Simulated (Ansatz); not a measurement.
BP: geometry relaxation (part 3 of 3)

Continued. System: BP (slab, 14 atoms in the cell). Method: DFT PBEsol, scalar-relativistic, plane waves, PAW, no spin polarisation (Ansatz 0.2.0); cutoff 420 eV, 8×6×1 k-mesh, Gaussian smearing of 0.05 eV. The structure derives from an entry of the Crystallography Open Database. It belongs to a series of runs on one base structure; here: (1 1 0) slab, atoms relaxed.

Geometry of the input (Å; fractional positions):
```
3.1962  0.0000  0.0000
0.0000  4.5202  0.0000
0.0000  0.0000  24.5887
B  0.5000  0.5000  0.3050
P  0.0000  0.2500  0.3050
B  0.0000  0.0000  0.3700
P  0.5000  0.7500  0.3700
B  0.5000  0.5000  0.4350
P  0.0000  0.2500  0.4350
B  0.0000  0.0000  0.5000
P  0.5000  0.7500  0.5000
B  0.5000  0.5000  0.5650
P  0.0000  0.2500  0.5650
B  0.0000  0.0000  0.6300
P  0.5000  0.7500  0.6300
B  0.5000  0.5000  0.6950
P  0.0000  0.2500  0.6950
```

## Output, continued
```
  k-point 2: bands = ["-13.4348", "-12.7899", "-11.7943", "-11.5110", "-11.0366", "-10.6530", "-10.4171", "-7.0229", "-6.8942", "-5.5607", "-5.2170", "-4.2932", "-3.1829", "-2.5272", "-2.4430", "-2.1661", "-1.7676", "-1.5870", "-1.3493", "-1.1315", "-0.4955", "-0.4878", "-0.4607", "-0.4542", "-0.2857", "-0.1960", "0.5263", "0.7139", "2.4604", "2.7914", "3.4435", "4.1925", "4.5534", "4.8698", "5.2859", "5.3320", "5.5302", "5.5874", "6.1453", "6.3557", "6.3761", "6.4141"]
  k-point 19: bands = ["-10.7829", "-10.6542", "-10.2538", "-9.9922", "-9.5197", "-8.9373", "-8.6240", "-7.8575", "-7.6815", "-7.4604", "-7.1097", "-6.6247", "-6.6219", "-6.3791", "-4.3558", "-4.1625", "-3.7732", "-3.7049", "-3.0491", "-2.5140", "-2.4475", "-2.2049", "-1.4283", "-1.1340", "-0.8895", "-0.6550", "0.3346", "0.6487", "2.3176", "2.6937", "5.3066", "5.3688", "5.5722", "5.6767", "5.9207", "6.0105", "6.1099", "6.3069", "6.4358", "6.4510", "6.7840", "6.7858"]
--- Relaxed structure (6 steps of the walk, 6 accepted, 0 SCFs on fresh bases) ---
  F+E_penalty+E_count = -6251.13159337 eV   max|allowed force component| = 1.330e-2 eV/Å
  atoms:
    - { symbol: B, position: [0.49999999999999994, 0.4518284173697275, 0.31911709099196595] }
    - { symbol: P, position: [0.0, 0.24400473079849372, 0.2994347091140879] }
    - { symbol: B, position: [0.0, 0.009435551044334384, 0.3696022902607633] }
    - { symbol: P, position: [0.49999999999999994, 0.7656367849169692, 0.36988680311634015] }
    - { symbol: B, position: [0.49999999999999994, 0.5086118975734546, 0.43534699453067505] }
    - { symbol: P, position: [0.0, 0.2593978826739324, 0.4346498843194753] }
    - { symbol: B, position: [0.0, 0.010999632876167155, 0.4999999844943103] }
    - { symbol: P, position: [0.49999999999999994, 0.7611757477368093, 0.49999999843700543] }
    - { symbol: B, position: [0.49999999999999994, 0.5086115476471466, 0.5646529662639741] }
    - { symbol: P, position: [0.0, 0.25939748247510386, 0.5653501262541416] }
    - { symbol: B, position: [0.0, 0.009434649209605203, 0.6303977145201454] }
    - { symbol: P, position: [0.49999999999999994, 0.7656358047725519, 0.6301131874404526] }
    - { symbol: B, position: [0.49999999999999994, 0.4518268123075112, 0.680882905641065] }
    - { symbol: P, position: [0.0, 0.24400305859819235, 0.7005653446155973] }
```

## Trajectory as extended XYZ (Å, eV, eV/Å), 6 frames, from step=1 to step=6
```
14
Lattice="3.1962 0.0000 0.0000 0.0000 4.5202 0.0000 0.0000 0.0000 24.5887" Properties=species:S:1:pos:R:3:forces:R:3 step=1 energy=-6249.66702
B     1.5981    2.2601    7.5000    0.0000  -1.7133   2.3051
P     0.0000    1.1300    7.5000    0.0000   1.1293  -1.4736
B     0.0000    0.0000    9.0981    0.0000  -0.0419   0.4703
P     1.5981    3.3901    9.0981    0.0000   0.7953  -1.2638
B     1.5981    2.2601   10.6962    0.0000  -0.3315   0.0697
P     0.0000    1.1300   10.6962    0.0000   0.0100  -0.1260
B     0.0000    0.0000   12.2944    0.0000   0.0548   0.0000
P     1.5981    3.3901   12.2944    0.0000   0.2494   0.0000
B     1.5981    2.2601   13.8925    0.0000  -0.3315  -0.0697
P     0.0000    1.1300   13.8925    0.0000   0.0100   0.1260
B     0.0000    0.0000   15.4906    0.0000  -0.0419  -0.4703
P     1.5981    3.3901   15.4906    0.0000   0.7953   1.2638
B     1.5981    2.2601   17.0887    0.0000  -1.7133  -2.3051
P     0.0000    1.1300   17.0887    0.0000   1.1293   1.4736
14
Lattice="3.1962 0.0000 0.0000 0.0000 4.5202 0.0000 0.0000 0.0000 24.5887" Properties=species:S:1:pos:R:3:forces:R:3 step=2 energy=-6250.70794
B     1.5981    2.1424    7.6552    0.0000  -0.7168   1.4632
P     0.0000    1.0840    7.4239    0.0000   0.6962  -0.9793
B     0.0000    0.0343    9.0913    0.0000  -0.1047   0.3446
P     1.5981    3.4428    9.0923    0.0000   0.0948  -0.7865
B     1.5981    2.2848   10.6896    0.0000  -0.1470   0.1423
P     0.0000    1.1551   10.6905    0.0000   0.0883  -0.0962
B     0.0000    0.0277   12.2944    0.0000   0.0414   0.0000
P     1.5981    3.4166   12.2944    0.0000   0.1388   0.0000
B     1.5981    2.2848   13.8992    0.0000  -0.1470  -0.1423
P     0.0000    1.1551   13.8982    0.0000   0.0883   0.0962
B     0.0000    0.0343   15.4975    0.0000  -0.1047  -0.3446
P     1.5981    3.4428   15.4965    0.0000   0.0948   0.7865
B     1.5981    2.1424   16.9335    0.0000  -0.7168  -1.4632
P     0.0000    1.0840   17.1648    0.0000   0.6963   0.9793
14
Lattice="3.1962 0.0000 0.0000 0.0000 4.5202 0.0000 0.0000 0.0000 24.5887" Properties=species:S:1:pos:R:3:forces:R:3 step=3 energy=-6251.09721
B     1.5981    2.0299    7.8206    0.0000  -0.0852   0.0718
P     0.0000    1.0673    7.3459    0.0000   0.2214   0.1355
B     0.0000    0.0326    9.1104    0.0000   0.0855  -0.3415
P     1.5981    3.4505    9.0842    0.0000  -0.0531   0.1636
B     1.5981    2.3139   10.7238    0.0000   0.0382  -0.3503
P     0.0000    1.1935   10.6805    0.0000  -0.1074   0.2688
B     0.0000    0.0798   12.2944    0.0000  -0.0442   0.0000
P     1.5981    3.4757   12.2944    0.0000  -0.1536   0.0000
B     1.5981    2.3139   13.8649    0.0000   0.0382   0.3503
P     0.0000    1.1935   13.9082    0.0000  -0.1074  -0.2688
B     0.0000    0.0326   15.4783    0.0000   0.0855   0.3415
P     1.5981    3.4505   15.5046    0.0000  -0.0531  -0.1636
B     1.5981    2.0299   16.7681    0.0000  -0.0852  -0.0718
P     0.0000    1.0673   17.2429    0.0000   0.2214  -0.1355
14
Lattice="3.1962 0.0000 0.0000 0.0000 4.5202 0.0000 0.0000 0.0000 24.5887" Properties=species:S:1:pos:R:3:forces:R:3 step=4 energy=-6251.12895
B     1.5981    2.0499    7.8447    0.0000  -0.0077   0.0400
P     0.0000    1.1095    7.3610    0.0000  -0.0233   0.0328
B     0.0000    0.0475    9.0894    0.0000  -0.0533  -0.0097
P     1.5981    3.4633    9.1009    0.0000  -0.0030  -0.0988
B     1.5981    2.2928   10.7023    0.0000   0.0212   0.0745
P     0.0000    1.1678   10.6930    0.0000   0.0306  -0.0900
B     0.0000    0.0391   12.2944    0.0000   0.0160   0.0000
P     1.5981    3.4302   12.2944    0.0000   0.0550   0.0000
B     1.5981    2.2928   13.8864    0.0000   0.0212  -0.0745
P     0.0000    1.1678   13.8957    0.0000   0.0306   0.0900
B     0.0000    0.0475   15.4994    0.0000  -0.0533   0.0097
P     1.5981    3.4633   15.4878    0.0000  -0.0030   0.0987
B     1.5981    2.0499   16.7441    0.0000  -0.0077  -0.0400
P     0.0000    1.1095   17.2278    0.0000  -0.0233  -0.0328
14
Lattice="3.1962 0.0000 0.0000 0.0000 4.5202 0.0000 0.0000 0.0000 24.5887" Properties=species:S:1:pos:R:3:forces:R:3 step=5 energy=-6251.13159
B     1.5981    2.0423    7.8467    0.0000   0.0074   0.0063
P     0.0000    1.1029    7.3627    0.0000   0.0004   0.0016
B     0.0000    0.0427    9.0881    0.0000  -0.0132  -0.0081
P     1.5981    3.4608    9.0950    0.0000  -0.0016  -0.0123
B     1.5981    2.2990   10.7046    0.0000  -0.0052  -0.0004
P     0.0000    1.1725   10.6875    0.0000   0.0123   0.0021
B     0.0000    0.0497   12.2944    0.0000  -0.0081   0.0000
P     1.5981    3.4406   12.2944    0.0000   0.0078   0.0000
B     1.5981    2.2990   13.8841    0.0000  -0.0052   0.0005
P     0.0000    1.1725   13.9012    0.0000   0.0123  -0.0021
B     0.0000    0.0426   15.5007    0.0000  -0.0132   0.0081
P     1.5981    3.4608   15.4937    0.0000  -0.0016   0.0123
B     1.5981    2.0423   16.7420    0.0000   0.0074  -0.0063
P     0.0000    1.1029   17.2260    0.0000   0.0005  -0.0016
14
Lattice="3.1962 0.0000 0.0000 0.0000 4.5202 0.0000 0.0000 0.0000 24.5887" Properties=species:S:1:pos:R:3:forces:R:3 step=6 energy=-6251.13159
B     1.5981    2.0423    7.8467    0.0000   0.0074   0.0063
P     0.0000    1.1029    7.3627    0.0000   0.0005   0.0015
B     0.0000    0.0427    9.0881    0.0000  -0.0133  -0.0081
P     1.5981    3.4608    9.0950    0.0000  -0.0017  -0.0123
B     1.5981    2.2990   10.7046    0.0000  -0.0052  -0.0004
P     0.0000    1.1725   10.6875    0.0000   0.0124   0.0021
B     0.0000    0.0497   12.2944    0.0000  -0.0081   0.0000
P     1.5981    3.4406   12.2944    0.0000   0.0078   0.0000
B     1.5981    2.2990   13.8841    0.0000  -0.0052   0.0004
P     0.0000    1.1725   13.9012    0.0000   0.0124  -0.0021
B     0.0000    0.0426   15.5007    0.0000  -0.0133   0.0081
P     1.5981    3.4608   15.4937    0.0000  -0.0017   0.0123
B     1.5981    2.0423   16.7420    0.0000   0.0074  -0.0063
P     0.0000    1.1029   17.2260    0.0000   0.0005  -0.0015
```

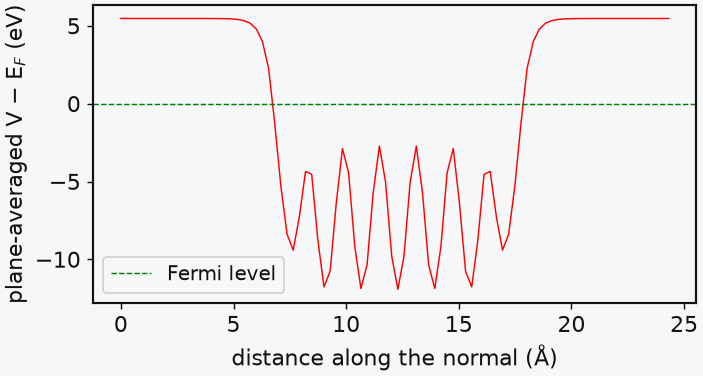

Figure 1. Plane average of the electrostatic potential energy of an electron across the cell, from the Fermi level. The vacuum level lies 5.48 eV above the Fermi level.

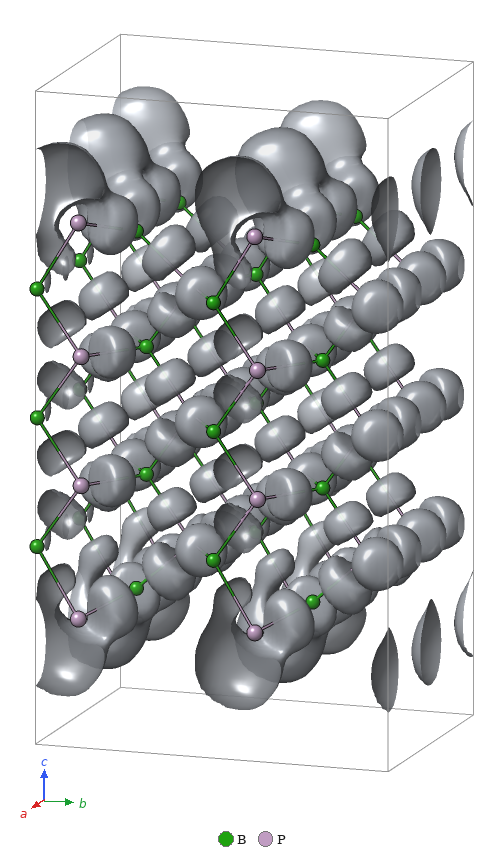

Figure 2. Isosurface of the electron localisation function at 0.75 (grey), seen slightly off an axis. Core shells and regions of very low density are left out. Sticks mark near contacts. Counts are for one cell; the picture repeats the cell along the surface.  Values along the shortest contacts: B–P (1.89 Å): the ELF peaks at about 0.95 between the atoms (localised, shared-pair bonding). B–P (1.94 Å): the ELF peaks at about 0.95 between the atoms (a shared electron pair). The fields are those of the smooth PAW valence density.

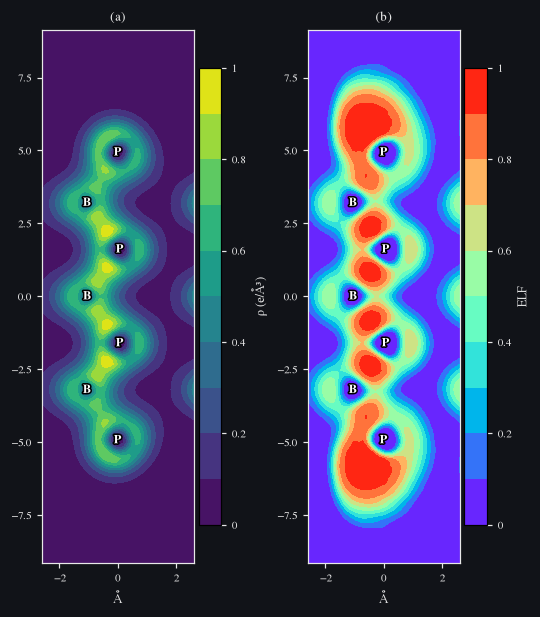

Figure 3. (a) valence pseudo-density; (b) ELF on the (100) plane of the calculation cell, a cut from vacuum to vacuum. B–P (1.96 Å): ρ at the midpoint is about 0.9 e/Å³; the ELF peaks at about 0.95 between the atoms (a shared electron pair). B–P (2.03 Å): the density is about 0.74 e/Å³ at the midpoint; the ELF peaks at about 0.90 between the atoms, which marks a shared electron pair. The density dies away to nearly zero in the vacuum.

## Summary

| quantity | value |
| --- | --- |
| outcome | converged |
| electrons treated | 56 |
| free energy | −6251.1316 eV |
| work function, top face | 5.48 eV |
| work function, bottom face | 5.48 eV |
| Fermi energy | 1.242 eV |
| gap on the k-point mesh | 0.12 eV |
| final volume | 355.25 Å³ |
| work function (upper face) | 5.48 eV |
| largest force (length of the vector) at the end | 0.016 eV/Å |
| wall time | 4.7 min |
| peak memory | 0.58 GiB |
